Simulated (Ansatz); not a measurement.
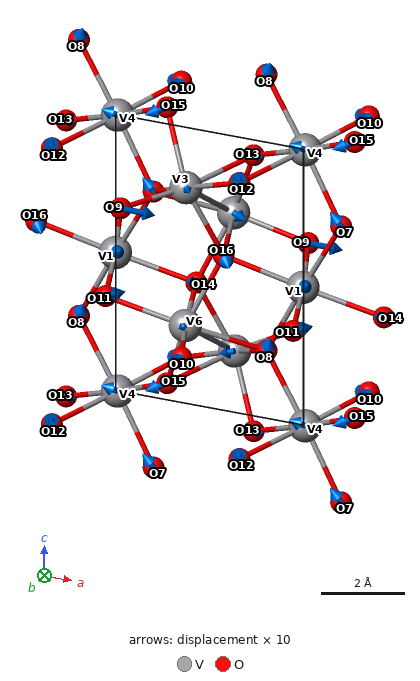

A relaxation of crystalline V$_{3}$O$_{5}$ (built on the database_9 type) (coarse preliminary run). The starting structure is drawn; blue arrows show the displacements (the part carried along by the change of the cell is left out), magnified 10 times.

The picture is a ball-and-stick view of the cell of the calculation, seen along the b axis.

Case: structure listed in a database for this formula (Cc, No. 9).

Theory: DFT r2SCAN, scalar-relativistic, plane waves, PAW (Ansatz 0.2.0). Set-up: plane-wave cutoff 500 eV; k-point mesh 4 × 4 × 4; occupations gaussian; smearing width 0.1 eV; collinear spin; cell and atoms relaxed; force threshold 0.04 eV/Å; at most 70 steps.

Atoms of which element are displaced furthest, and by how much?

Oxygen: up to 0.092 Å, against 0.045 Å for vanadium.

What happened in the run?

After 5 accepted moves (7 points after the start) the energy has fallen by 41.9 meV per atom. The largest force component goes from 0.36 to 0.022 eV/Å. Pressure: −12.74 GPa at the start and 0.06 GPa at the end. The line search rejected the trial step at point 4 of the run. The SCF was repeated once at an unchanged geometry on a basis and grid sized afresh for the cell, which shifted the energy by 0.6 meV per atom at most. The largest moves relative to the cell, 0.092 Å, are those of O atoms. Largest moves by element: O 0.092 Å, V 0.045 Å. The drawn cell changes as follows: a 5.196 → 4.968 Å (−4.4 %), b 5.714 → 5.598 Å (−2.0 %), c 7.109 → 7.004 Å (−1.5 %), α 109.7° → 109.8°, γ 117.0° → 116.3°; the volume changes by −7.2 %. Among the contacts that change: V–V 3.079 → 2.932 Å, O–V 2.062 → 1.931 Å, O–V 1.939 → 1.820 Å, V–V 3.054 → 2.935 Å. Bond angles that change, for instance: V–O–V 102.0° → 97.0°, O–V–O 97.2° → 92.7°, O–V–O 83.1° → 87.2°. The space group (tolerance 0.01 Å) goes from Cc (No. 9) to C2/c (No. 15).
